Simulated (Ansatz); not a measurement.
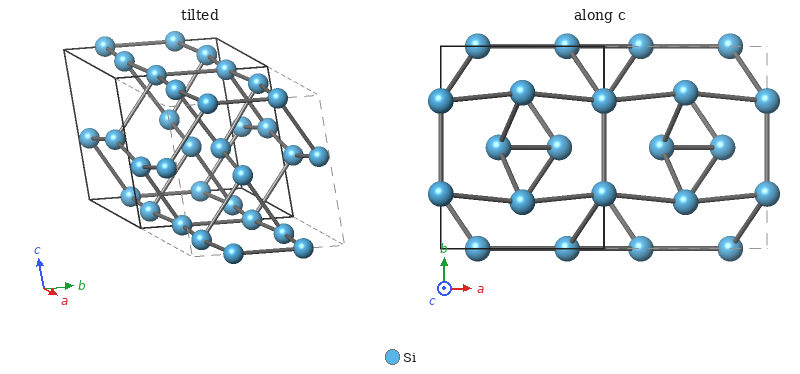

A ball-and-stick rendering, viewed slightly off an axis and along the c axis. The picture spans 2×1×1 cells, one conventional unit cell being drawn with solid lines.

The element is silicon. The symmetry is that of Pm (No. 6), on a primitive monoclinic lattice. The cell holds eight atoms. By contacts within bonding range, the coordination numbers are Si 3 to 5 (mean 4.2). The bonds build a three-dimensional framework.

Source of the structure: a structure listed in the Materials Project. The cell was then strained or its atoms displaced on purpose. It was run through Ansatz as a DFT input.

At this level of theory the run's own cell isn't at rest (forces up to 3.6 eV/Å), so its distances can differ from those at equilibrium, the more so the softer the solid.
